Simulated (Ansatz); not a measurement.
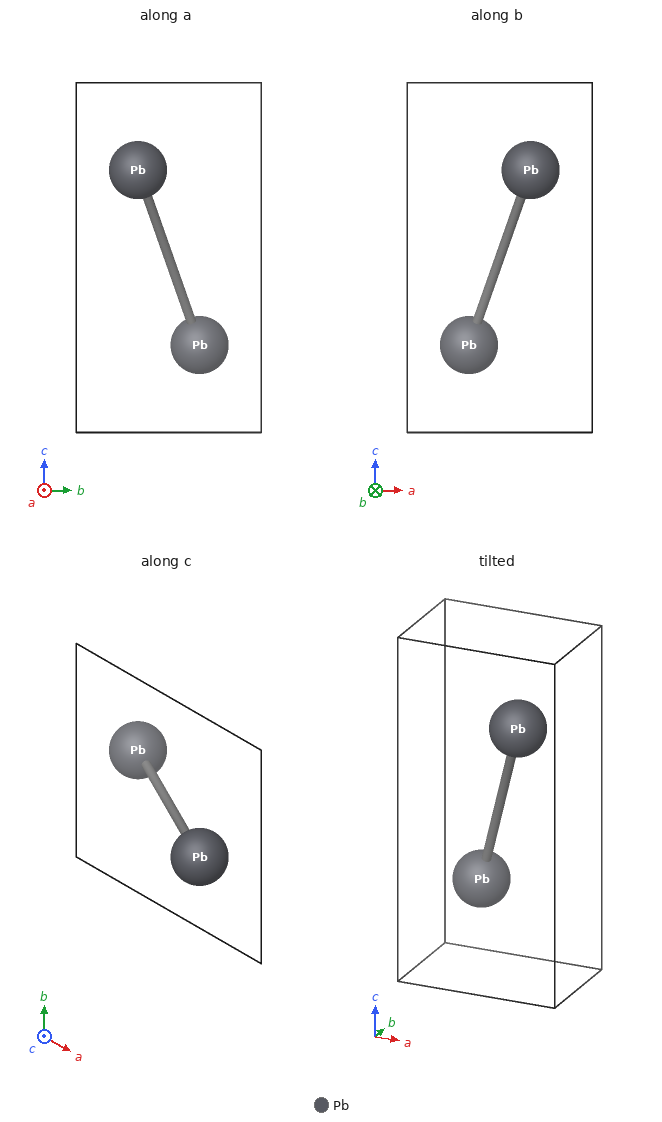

An orthographic ball-and-stick view of the structure, along the a axis, along the b axis, along the c axis and slightly off an axis. Lines trace the edges of the conventional unit cell.

Lattice parameters: a = 3.7412 Å, b = 3.7412 Å, c = 6.1333 Å, α = 90.000°, β = 90.000°, γ = 120.000°.

Q: From the views, write a CIF in P1 with every atom of the cell.

A:
```cif
data_structure
_symmetry_space_group_name_H-M 'P 1'
_symmetry_Int_Tables_number 1
_cell_length_a 3.7412
_cell_length_b 3.7412
_cell_length_c 6.1333
_cell_angle_alpha 90.000
_cell_angle_beta 90.000
_cell_angle_gamma 120.000
_cell_volume 74.35
loop_
_atom_site_label
_atom_site_type_symbol
_atom_site_fract_x
_atom_site_fract_y
_atom_site_fract_z
_atom_site_occupancy
Pb1 Pb 0.3333 0.6667 0.2500 1
Pb2 Pb 0.6667 0.3333 0.7500 1
```

Starting structure: a structure type filled with this element by a generator (whether the element takes this form wasn't checked). Earlier steps of the study may have refined or changed the cell and positions. It went into a calculation with Ansatz.
